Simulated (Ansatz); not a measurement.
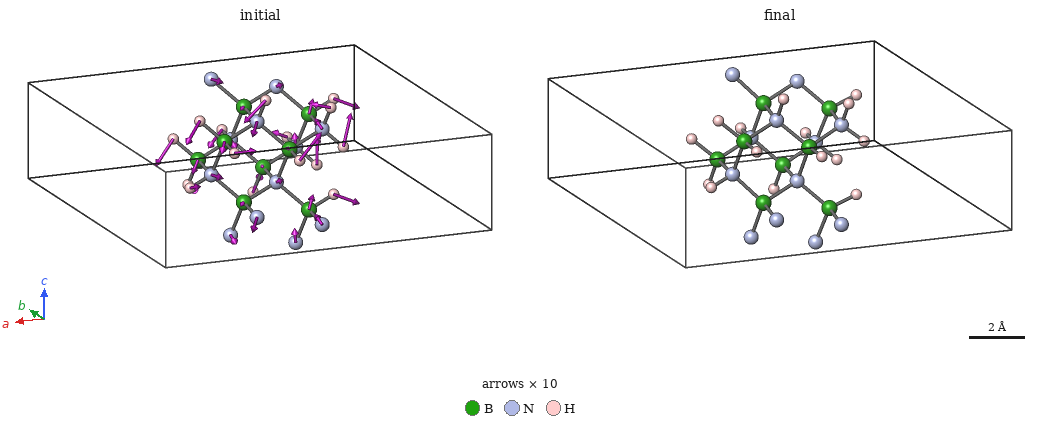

The structure of a wire of composition B3H7N3 before (left) and after (right) a relaxation, at one scale. The purple arrows give the displacements (the part carried along by the change of the cell is left out), magnified 10 times.

A ball-and-stick model of the cell of the calculation, with the vacuum cut short, seen from a free direction.

Case: wire along [0 0 1], 12 atoms a period, capped with H.

Method: Ansatz 0.2.0, DFT PBE, scalar-relativistic, plane waves, PAW. Set-up: plane-wave cutoff 420 eV; k-point mesh 1 × 1 × 9; occupations gaussian; smearing width 0.05 eV; no spin polarisation; cell relaxed at fixed a, b, alpha, beta, gamma; force threshold 0.02 eV/Å; at most 45 steps.

### Describe what moved and what it gained.

Over 6 accepted moves (8 points after the start) the energy falls by 0.603 eV per cell of the calculation. The largest force component goes from 1.7 to 0.0047 eV/Å. The SCF was repeated twice at an unchanged geometry on a basis and grid sized afresh for the cell, which shifted the energy by 35.1 meV per cell of the calculation at most. The largest moves relative to the centre of the atoms, 0.14 Å, are those of H atoms. Largest moves by element: H 0.14 Å, N 0.07 Å, B 0.06 Å. Along the periodic axis the drawn cell goes c 3.625 → 3.776 Å (+4.2 %). Among the contacts that change: B–N 1.570 → 1.644 Å, B–N 1.570 → 1.612 Å, B–H 1.190 → 1.232 Å, B–N 1.570 → 1.544 Å. Among the angles between lasting bonds that change: N–B–N 109.5° → 103.4°, B–N–H 109.5° → 103.9°, N–B–H 109.5° → 114.1°.
